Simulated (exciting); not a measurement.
Two BSE runs for the F K edge of PbF2 (Fluorocronite), space group Fm-3m. Run A: exciting, all-electron LAPW+lo, PBEsol, exchange and screened direct term (singlet BSE), 5×5×5 shifted k points, 20 conduction bands, |G+q| up to 3 bohr⁻¹, full RPA screening with nempty = 43, Lorentzian half width 0.45 eV. Run B has a fault in its input.

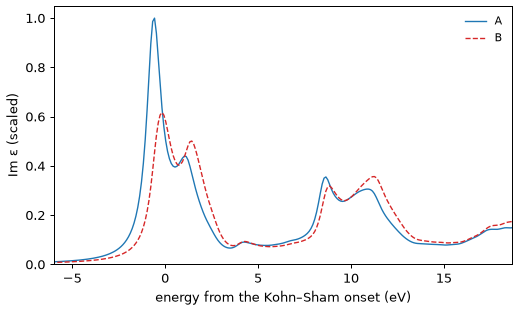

Energy from the Kohn–Sham onset, core level to the lowest empty state found on the meshes used; one zero for both, scaled to A's maximum.

The database entry behind the starting cell differs from later determinations by our own check (0.1 to 0.3 % short, probably kX units), so it need not match the best structure at ambient conditions.

Question: What most likely went wrong in run B?

The cutoff of the kernels is far too low (cutoff of the kernels (bohr⁻¹) from 3 to 0.6). Against run A the r.m.s. difference is 40 %. The highest maximum lies at -0.2 eV (0.62), against -0.6 eV (1.00). The first bright state moves from -0.64 to -0.44 eV. The kernels miss the short-range part of the Coulomb interaction, its components above their cutoff. Other settings could leave a like mark; this is the change that was made.

[Hosts, paths, dates, database ids (printed as entryN), source tags and the programs' standing remarks are cut or masked in the printed files.]
